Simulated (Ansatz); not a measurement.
**SnO: a changed input and its effect**

System: SnO (slab, 8 atoms in the cell).
Method of run 1: DFT PBE+D3(BJ), scalar-relativistic, plane waves, PAW, PAW set soft_1, no spin polarisation (Ansatz 0.2.0).

The structure derives from an entry of the Crystallography Open Database. Text and figures count atoms from 1; the logs count them from 0 in places.

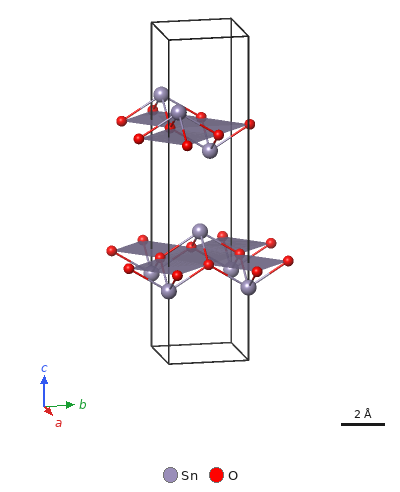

Figure 1. The structure as given in the input (polyhedral view of the cell of the calculation, with the vacuum cut short, seen slightly off an axis; polyhedra are completed across the faces of the cell). An atom can appear more than once, as a periodic image.

**The input, run 1**
```yaml
crystal:
  lattice:
    - [3.820152616, 0.0002954389, 0.0]
    - [-0.0003145156, 3.8201526145, 0.0]
    - [0.0, 0.0, 22.2260756252]
  atoms:
    - { symbol: Sn, position: [0.9999453016, 0.9999453016, 0.202464892] }
    - { symbol: O, position: [0.9999461184, 0.4999461184, 0.2556240248] }
    - { symbol: O, position: [0.4999461184, 0.9999461184, 0.2556240248] }
    - { symbol: Sn, position: [0.4999453016, 0.4999453016, 0.3087831576] }
    - { symbol: Sn, position: [0.4999453016, 0.6249453016, 0.4820031207] }
    - { symbol: O, position: [0.4999461184, 0.1249461184, 0.5351622535] }
    - { symbol: O, position: [-5.38816e-05, 0.6249461184, 0.5351622535] }
    - { symbol: Sn, position: [-5.46984e-05, 0.1249453016, 0.5883213864] }
basis:
  ecutwfc: 420
kpoints:
  mp_grid: { grid: [7, 7, 1] }
hamiltonian:
  xc: pbe
  pseudopotentials: { kind: paw, azcp: { folder: soft_1 } }
  dispersion: d3bj
scf:
  occupations: { method: gaussian, width: 0.05 }
output:
  forces: true
  eigenvalues: true
efield:
  axis: 3
  dipole_correction: true
  ramp_width: 0.04
```

Launched with:
```bash
ansatz run input.yaml --threads 2 --pin off --max-ram 6144MiB --backend cpu --events-out ev --progress --plain --runs-dir out
```

Hardware: 2 threads of Arm Neoverse V1, 24 GiB of memory available, shared host.

**Output, shortened to warnings, some set-up lines, iterations and results (run 1)**
```
Warning: the atoms were moved onto the symmetric positions of the space group found under crystal.symmetry.tolerance 1.0e-5 (fractional; no operation is sought that the atoms, as they stand in a round, miss by more than twice it, and no atom is moved by as much as it), and the run uses the moved positions. Before a round's move an operation carried an atom to 3.12e-6 Å from where it should land, …
Basis set: ecut = 420 eV, 6355 PW (Γ), exchange–correlation on 54×54×300 points (8 copies of the dense FFT grid, shifted against one another)
Symmetry: 2 space group operations
k-points: 16 of 49 (time reversal used)
Initial density: superposition of atomic densities (neutral atoms: chi_scale 0, normalization atom)
[...]
SCF iter   1: F=—  HF=-26376.174573 eV  |F-HF|=—  |Δ(HF+E_count)|=         —  Δρ=9.27e-2  dr2=3.30e1  ethr=3.10e-3  p=0.000 e·Å  D=2.56e-7 V/Å  ΔV_dip=-0.00 eV  …
SCF iter   2: F=—  HF=-26370.018620 eV  |F-HF|=—  |Δ(HF+E_count)|=    6.16e0  Δρ=6.50e-2  dr2=1.01e1  ethr=3.10e-3  p=-0.000 e·Å  D=-5.64e-5 V/Å  ΔV_dip=0.00 eV  …
SCF iter   3: F=—  HF=-26368.114082 eV  |F-HF|=—  |Δ(HF+E_count)|=    1.90e0  Δρ=1.42e-2  dr2=6.21e-1  ethr=3.10e-3  p=0.000 e·Å  D=2.89e-6 V/Å  ΔV_dip=-0.00 eV  …
SCF iter   4: F=—  HF=-26368.059082 eV  |F-HF|=—  |Δ(HF+E_count)|=   5.50e-2  Δρ=5.75e-3  dr2=1.91e-1  ethr=7.77e-4  p=-0.000 e·Å  D=-1.42e-5 V/Å  ΔV_dip=0.00 eV  …
SCF iter   5: F=—  HF=-26368.026245 eV  |F-HF|=—  |Δ(HF+E_count)|=   3.28e-2  Δρ=2.06e-3  dr2=2.29e-2  ethr=2.38e-4  p=0.000 e·Å  D=7.77e-6 V/Å  ΔV_dip=-0.00 eV  …
SCF iter   6: F=—  HF=-26368.022057 eV  |F-HF|=—  |Δ(HF+E_count)|=   4.19e-3  Δρ=4.48e-4  dr2=1.49e-3  ethr=2.86e-5  p=0.000 e·Å  D=2.16e-6 V/Å  ΔV_dip=-0.00 eV  …
SCF iter   7: F=—  HF=-26368.022169 eV  |F-HF|=—  |Δ(HF+E_count)|=   1.12e-4  Δρ=3.75e-4  dr2=7.15e-4  ethr=1.86e-6  p=-0.000 e·Å  D=-9.35e-6 V/Å  ΔV_dip=0.00 eV  …
SCF iter   8: F=—  HF=-26368.022023 eV  |F-HF|=—  |Δ(HF+E_count)|=   1.46e-4  Δρ=9.83e-5  dr2=2.94e-5  ethr=8.94e-7  p=0.000 e·Å  D=2.24e-5 V/Å  ΔV_dip=-0.00 eV  …
SCF iter   9: F=—  HF=-26368.021856 eV  |F-HF|=—  |Δ(HF+E_count)|=   1.68e-4  Δρ=5.28e-5  dr2=1.18e-5  ethr=3.67e-8  p=-0.000 e·Å  D=-6.22e-6 V/Å  ΔV_dip=0.00 eV  …
SCF iter  10: F=—  HF=-26368.021854 eV  |F-HF|=—  |Δ(HF+E_count)|=   1.35e-6  Δρ=2.41e-5  dr2=2.58e-6  ethr=1.47e-8  p=-0.000 e·Å  D=-2.53e-6 V/Å  ΔV_dip=0.00 eV  …
SCF iter  11: F=-26368.021854 eV  HF=-26368.021854 eV  |F-HF|=5.40e-8  |Δ(HF+E_count)|=   3.17e-7  Δρ=4.78e-6  dr2=9.15e-8  ethr=1.25e-10  p=0.000 e·Å  D=1.26e-6 V/Å  …
SCF 1 converged in 11 iterations: F = -26368.021854 eV  dr2 = 9.15e-8
SCF converged after 11 iterations
Free energy (F): -26368.021854 eV
Harris-Foulkes:  -26368.021854 eV  (|F-HF|=5.40e-8)
Internal energy: -26368.021854 eV  (E = F + TS)
E sigma→0 (E₀):  -26368.021854 eV
Fermi energy:    2.224401 eV
Dipole field:    D = -0.000007 V/Å  (p = -0.000012 e·Å, saw-weighted, corrected)
Work function:   Φ+ = 3.9594 eV   Φ− = 3.9592 eV
Levels:          The Fermi level and band energies are counted from a zero that moves with the ramp; work functions are not
--- Per-component energies (eV) ---
  E_band       = -989.140260
  E_kinetic    = 1342.531006
  E_local      = -43105.622397  (includes V_loc(G=0)·N_el)
  E_nonlocal   = 790.141922
  E_hartree    = 21065.349388
  E_xc         = -788.489998
  E_vxc        = -683.933320  (∫ρ·V_xc dr)
  E_paw        = -18126.031426  (= ΣΔE_a)
  E_vpaw       = -1462.984239  (= ΣTr[D̂ρ^β])
  E_aug_tail   = 0.004187  (compensation charges beyond the density's cutoff)
  E_efield     = 0.000000  (sawtooth field / dipole correction)
  E_vefield    = 0.000000  (∫n·V_field dr)
  E_ewald      = 12455.363203
  E_disp       = -1.267739  (pairwise vdW)
  E_smearing   = -0.000000  (= −TS)
  E_closure    = -0.000000  (closes the sum)
  Σ components = -26368.021854   (vs F -26368.021854, Δ=0.00e0)
--- Forces (eV/Å), atoms counted from 1 ---
  atom   1  Sn     0.00000069    -0.00868878     0.01510211
  atom   2  O     -0.00000136     0.01703868    -0.01091653
  atom   3  O      0.00000337    -0.04217675    -0.01194400
  atom   4  Sn     0.00000470    -0.05883857    -0.24409647
  atom   5  Sn    -0.00000470     0.05885848     0.24406135
  atom   6  O     -0.00000337     0.04215730     0.01195576
  atom   7  O      0.00000136    -0.01705987     0.01092863
  atom   8  Sn    -0.00000070     0.00870917    -0.01509091
  max |Σ_I F_I| component: 3.24e-7 eV/Å
```

For run 2 the input was changed thus:
```diff
-  ecutwfc: 420
+  xc_grid: 2
+  ecutrho_ratio: 4
-  mp_grid: { grid: [7, 7, 1] }
+  mp_grid: { grid: [7, 7, 1], shift: [0.5, 0.5, 0.0] }
```

What does this change do to the results?

The energy doesn't change within 0.01 meV per atom. The gap on the mesh goes from 2.08 to 1.99 eV. The SCF takes 12 iterations against 11.

**Output, shortened to warnings, some set-up lines, iterations and results (run 2)**
```
Warning: the atoms were moved onto the symmetric positions of the space group found under crystal.symmetry.tolerance 1.0e-5 (fractional; no operation is sought that the atoms, as they stand in a round, miss by more than twice it, and no atom is moved by as much as it), and the run uses the moved positions. Before a round's move an operation carried an atom to 3.12e-6 Å from where it should land, …
Basis set: ecut = 420 eV, 6355 PW (Γ), exchange–correlation on 54×54×300 points (8 copies of the dense FFT grid, shifted against one another)
Symmetry: 2 space group operations
k-points: 16 of 49 (time reversal used)
Initial density: superposition of atomic densities (neutral atoms: chi_scale 0, normalization atom)
[...]
SCF iter   1: F=—  HF=-26376.174726 eV  |F-HF|=—  |Δ(HF+E_count)|=         —  Δρ=9.27e-2  dr2=3.30e1  ethr=3.10e-3  p=0.000 e·Å  D=2.56e-7 V/Å  ΔV_dip=-0.00 eV  …
SCF iter   2: F=—  HF=-26370.017235 eV  |F-HF|=—  |Δ(HF+E_count)|=    6.16e0  Δρ=6.50e-2  dr2=1.01e1  ethr=3.10e-3  p=0.000 e·Å  D=3.12e-5 V/Å  ΔV_dip=-0.00 eV  …
SCF iter   3: F=—  HF=-26368.113719 eV  |F-HF|=—  |Δ(HF+E_count)|=    1.90e0  Δρ=1.42e-2  dr2=6.21e-1  ethr=3.10e-3  p=0.000 e·Å  D=1.34e-5 V/Å  ΔV_dip=-0.00 eV  …
SCF iter   4: F=—  HF=-26368.058747 eV  |F-HF|=—  |Δ(HF+E_count)|=   5.50e-2  Δρ=5.62e-3  dr2=1.88e-1  ethr=7.76e-4  p=-0.000 e·Å  D=-3.03e-5 V/Å  ΔV_dip=0.00 eV  …
SCF iter   5: F=—  HF=-26368.026335 eV  |F-HF|=—  |Δ(HF+E_count)|=   3.24e-2  Δρ=2.03e-3  dr2=2.26e-2  ethr=2.35e-4  p=0.000 e·Å  D=1.90e-5 V/Å  ΔV_dip=-0.00 eV  …
SCF iter   6: F=—  HF=-26368.022068 eV  |F-HF|=—  |Δ(HF+E_count)|=   4.27e-3  Δρ=4.58e-4  dr2=1.51e-3  ethr=2.82e-5  p=-0.000 e·Å  D=-1.75e-5 V/Å  ΔV_dip=0.00 eV  …
SCF iter   7: F=—  HF=-26368.022183 eV  |F-HF|=—  |Δ(HF+E_count)|=   1.15e-4  Δρ=3.83e-4  dr2=7.54e-4  ethr=1.89e-6  p=0.000 e·Å  D=1.39e-5 V/Å  ΔV_dip=-0.00 eV  …
SCF iter   8: F=—  HF=-26368.022025 eV  |F-HF|=—  |Δ(HF+E_count)|=   1.59e-4  Δρ=9.59e-5  dr2=2.90e-5  ethr=9.43e-7  p=-0.000 e·Å  D=-1.36e-5 V/Å  ΔV_dip=0.00 eV  …
SCF iter   9: F=—  HF=-26368.021859 eV  |F-HF|=—  |Δ(HF+E_count)|=   1.65e-4  Δρ=5.21e-5  dr2=1.10e-5  ethr=3.62e-8  p=0.000 e·Å  D=2.23e-7 V/Å  ΔV_dip=-0.00 eV  …
SCF iter  10: F=—  HF=-26368.021858 eV  |F-HF|=—  |Δ(HF+E_count)|=   1.17e-6  Δρ=2.53e-5  dr2=2.74e-6  ethr=1.38e-8  p=0.000 e·Å  D=4.65e-6 V/Å  ΔV_dip=-0.00 eV  …
SCF iter  11: F=—  HF=-26368.021858 eV  |F-HF|=—  |Δ(HF+E_count)|=   3.35e-7  Δρ=5.53e-6  dr2=1.20e-7  ethr=3.43e-9  p=-0.000 e·Å  D=-4.90e-6 V/Å  ΔV_dip=0.00 eV  …
SCF iter  12: F=-26368.021858 eV  HF=-26368.021858 eV  |F-HF|=6.56e-9  |Δ(HF+E_count)|=   4.02e-9  Δρ=1.43e-6  dr2=7.88e-9  ethr=1.25e-10  p=0.000 e·Å  D=5.16e-6 V/Å  …
SCF 1 converged in 12 iterations: F = -26368.021858 eV  dr2 = 7.88e-9
SCF converged after 12 iterations
Free energy (F): -26368.021858 eV
Harris-Foulkes:  -26368.021858 eV  (|F-HF|=6.56e-9)
Internal energy: -26368.021858 eV  (E = F + TS)
E sigma→0 (E₀):  -26368.021858 eV
Fermi energy:    2.183889 eV
Dipole field:    D = -0.000020 V/Å  (p = -0.000036 e·Å, saw-weighted, corrected)
Work function:   Φ+ = 3.9999 eV   Φ− = 3.9994 eV
Levels:          The Fermi level and band energies are counted from a zero that moves with the ramp; work functions are not
--- Per-component energies (eV) ---
  E_band       = -989.146285
  E_kinetic    = 1342.533541
  E_local      = -43105.635413  (includes V_loc(G=0)·N_el)
  E_nonlocal   = 790.141539
  E_hartree    = 21065.360931
  E_xc         = -788.490434
  E_vxc        = -683.933885  (∫ρ·V_xc dr)
  E_paw        = -18126.031672  (= ΣΔE_a)
  E_vpaw       = -1462.984246  (= ΣTr[D̂ρ^β])
  E_aug_tail   = 0.004187  (compensation charges beyond the density's cutoff)
  E_efield     = 0.000000  (sawtooth field / dipole correction)
  E_vefield    = 0.000000  (∫n·V_field dr)
  E_ewald      = 12455.363203
  E_disp       = -1.267739  (pairwise vdW)
  E_smearing   = -0.000000  (= −TS)
  E_closure    = -0.000000  (closes the sum)
  Σ components = -26368.021858   (vs F -26368.021858, Δ=0.00e0)
--- Forces (eV/Å), atoms counted from 1 ---
  atom   1  Sn     0.00000069    -0.00868684     0.01495012
  atom   2  O     -0.00000136     0.01704325    -0.01088942
  atom   3  O      0.00000337    -0.04217839    -0.01188292
  atom   4  Sn     0.00000470    -0.05882100    -0.24404461
  atom   5  Sn    -0.00000470     0.05884152     0.24400308
  atom   6  O     -0.00000337     0.04215733     0.01193712
  atom   7  O      0.00000136    -0.01706370     0.01094438
  atom   8  Sn    -0.00000070     0.00870747    -0.01501058
  max |Σ_I F_I| component: 7.16e-6 eV/Å
```

**The two runs side by side**

| quantity | run 1 | run 2 |
| --- | --- | --- |
| outcome | converged | converged |
| free energy per atom (eV) | −3296.0027 | −3296.0027 |
| gap on the mesh (eV) | 2.08 | 1.99 |
| work function (eV) | 3.96 | – |
| largest force (eV/Å) | 0.251 | 0.251 |
| SCF iterations | 11 | 12 |
| irreducible k-points | 16 | 16 |
| plane waves at Γ | 6355 | 6355 |
| wall time (shared host) | 19 s | 19 s |

For both runs: Warnings: the structure was made exactly symmetric.
